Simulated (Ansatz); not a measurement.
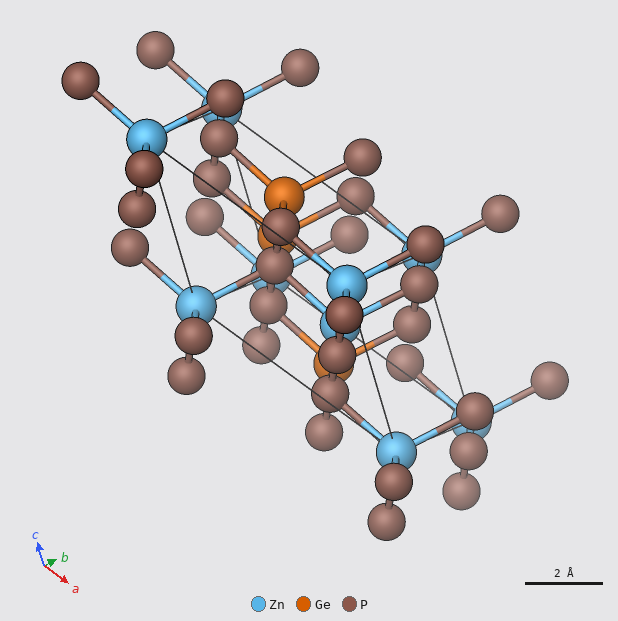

Drawn in the ball-and-stick manner and seen slightly off an axis. The edges of the simulation cell are marked. Some atoms of the next cells are drawn as well.

The input file of the run:
```yaml
crystal:
  lattice:
    - [-2.696107179, 2.696107179, 5.3119299855]
    - [2.696107179, -2.696107179, 5.3119299855]
    - [2.696107179, 2.696107179, -5.3119299855]
  atoms:
    - { symbol: Zn, position: [0.75, 0.25, 0.5] }
    - { symbol: Zn, position: [0.0, 0.0, 0.0] }
    - { symbol: Ge, position: [0.25, 0.75, 0.5] }
    - { symbol: Ge, position: [0.5, 0.5, 0.0] }
    - { symbol: P, position: [0.128370904, 0.625, 0.003370904] }
    - { symbol: P, position: [0.875, 0.871629096, 0.496629096] }
    - { symbol: P, position: [0.375, 0.378370904, 0.503370904] }
    - { symbol: P, position: [0.621629096, 0.125, 0.996629096] }
kpoints:
  mp_grid: { grid: [6, 6, 6] }
  band_path:
    path:
      - [0.0, 0.0, 0.0]
      - [0.0, 0.0, 0.5]
      - [0.25, 0.25, 0.25]
      - [0.0, 0.5, 0.0]
      - [0.5, 0.5, -0.5]
      - [0.3144035238, 0.6855964762, -0.3144035238]
      - [-0.3144035238, 0.3144035238, 0.3144035238]
      - [-0.1288070476, 0.1288070476, 0.5]
      - [0.5, 0.5, -0.1288070476]
      - [0.432292, -0.432292, 0.432292]
    npoints: 1
hamiltonian:
  xc: r2scan
scf:
  occupations: { method: fixed }
  n_extra_bands: 6
output:
  forces: true
  stress: true
  eigenvalues: true
```
Run as:
```sh
ansatz run input.yaml --threads 2 --pin off --max-ram 20275MiB --backend cpu --events-out ev --progress --plain --runs-dir out
```

Method used: Ansatz, DFT, r2SCAN, plane waves, PAW. It ran with a kinetic-energy cutoff of 500 eV, a 6×6×6 mesh of k-points, no spin polarisation.

What is the electronic character?

Answer. A semiconductor at this level, with a gap of 1.39 eV, indirect; the smallest direct gap is 1.56 eV.

State the hydrostatic pressure.

Answer. The computed pressure is 2.7 GPa (compressed: it would expand).

Starting structure: a structure listed in the Materials Project. The cell was then strained or its atoms displaced on purpose. A calculation with Ansatz used it as input.
